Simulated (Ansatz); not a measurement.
GaAs (space group F-43m, No. 216). Coordinates: coordinates from a relaxation with Ansatz 0.2.0, DFT, r2SCAN, plane waves, PAW.

```
Ga As
1.0
     5.66617    0.00000    0.00000
     0.00000    5.66617    0.00000
     0.00000    0.00000    5.66617
Ga As
4 4
Direct
  0.00000 0.00000 0.00000
  0.00000 0.50000 0.50000
  0.50000 0.00000 0.50000
  0.50000 0.50000 0.00000
  0.25000 0.25000 0.75000
  0.25000 0.75000 0.25000
  0.75000 0.25000 0.25000
  0.75000 0.75000 0.75000
```

Describe the stacking along [111], naming the columns A, B, C as they first turn up.

Ga(A) – As(B) – Ga(B) – As(C) – Ga(C) – As(A) (six layers in 9.81 Å).

As layers alone: BCA, the cubic close-packed type.

Ga: three tetrahedral sites, counted in one hexagonal cell.

Polytype symbol 3C, the symbol of a tetrahedral polytype (number of double layers in the repeat and lattice).

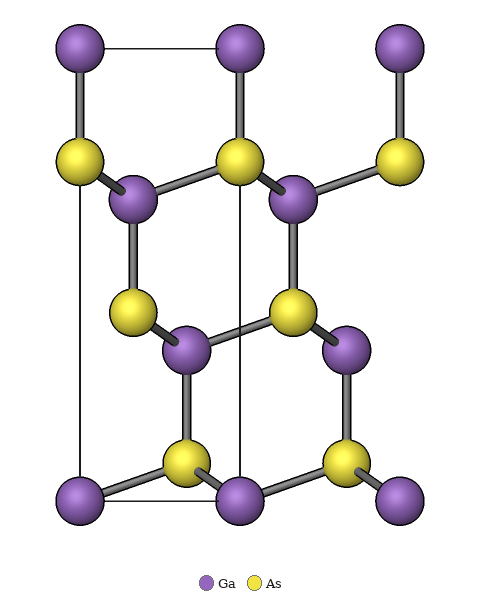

Projection along an edge of the hexagonal mesh, stacking direction [111] upwards. Every atom sits on one of the three columns of the mesh; call them A, B, C in the order in which they first turn up. The box is the hexagonal cell of the face-centred cubic lattice. The sequence starts with the first layer at or above the cell's origin.
